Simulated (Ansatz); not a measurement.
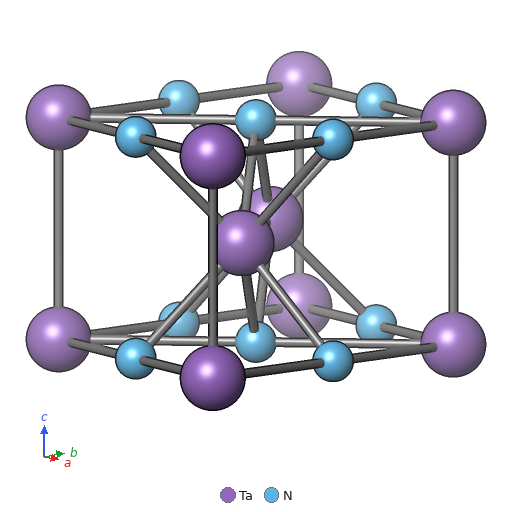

System: TaN, space group P6/mmm (No. 191). The picture shows the conventional cell.

The given structure:
```
CELL_PARAMETERS angstrom
5.18500 0.00000 0.00000
-2.59250 4.49030 0.00000
0.00000 0.00000 2.90800
ATOMIC_POSITIONS crystal
Ta 0.00000 0.00000 0.00000
Ta 0.33333 0.66667 0.50000
Ta 0.66667 0.33333 0.50000
N 0.50000 0.00000 0.00000
N 0.50000 0.50000 0.00000
N 0.00000 0.50000 0.00000
```

Input of one of the runs behind the figure:
```
crystal:
  lattice:
    - [5.2193379999, 0.0, 0.0]
    - [-2.609669, 4.5200792989, 0.0]
    - [0.0, 0.0, 2.9272588394]
  atoms:
    - { symbol: Ta, position: [0.0, 0.0, 0.0] }
    - { symbol: Ta, position: [0.3333333333, 0.6666666667, 0.5] }
    - { symbol: Ta, position: [0.6666666667, 0.3333333333, 0.5] }
    - { symbol: "N", position: [0.5, 0.0, 0.0] }
    - { symbol: "N", position: [0.5, 0.5, 0.0] }
    - { symbol: "N", position: [0.0, 0.5, 0.0] }
kpoints:
  mp_grid: { grid: [5, 5, 8] }
scf:
  occupations: { method: fermi_dirac, width: 0.03 }
hamiltonian:
  xc: pbe
  pseudopotentials: { kind: all_electron, datasets: crystal }
output:
  forces: true
  stress: true
  eigenvalues: true
  efg: { contact_densities: true }
```

Run as:
```bash
ansatz run input.yaml --threads 2 --pin off --max-ram 6144MiB --backend cpu --events-out ev --progress --plain --runs-dir out
```

Computed with Ansatz 0.2.0: periodic Kohn-Sham DFT of a crystal at fixed atoms, scaled to the stated factor times the given cell; pressure positive in compression. Level: PBE.

method all-electron PAW; relativity scalar; k mesh 5×5×8; occupations Fermi–Dirac; smearing width 0.03 eV; nucleus Gaussian.

V(given) is 11.28 Å³/atom.

What does the calculation give for the pressure and largest field gradient Vzz against V/V(given)? The V/V(given) takes the values 0.96, 0.99, 1.02, 1.06.

The pressure falls from 25.5 GPa at V/V(given) 0.96 to −7.2 GPa at 1.06, and changes sign near 1.03. The largest field gradient Vzz rises from −46.815 1e21 V/m² at V/V(given) 0.96 to −45.653 1e21 V/m² at 1.06.

```csv
V/V(given),pressure (GPa),largest field gradient Vzz (1e21 V/m²)
0.96,25.5,-46.815
0.99,13.9,-46.570
1.02,3.9,-46.237
1.06,-7.2,-45.653
```

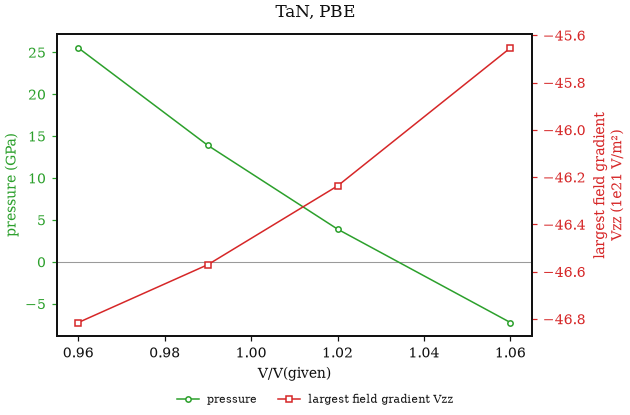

Caveats: field gradient without spin-orbit coupling on heavy atoms; no gap: field gradients move with the k mesh; no spin-orbit coupling on heavy atoms; shape and atomic fractions are frozen while scaling, which makes layered, chain and framework solids too stiff.
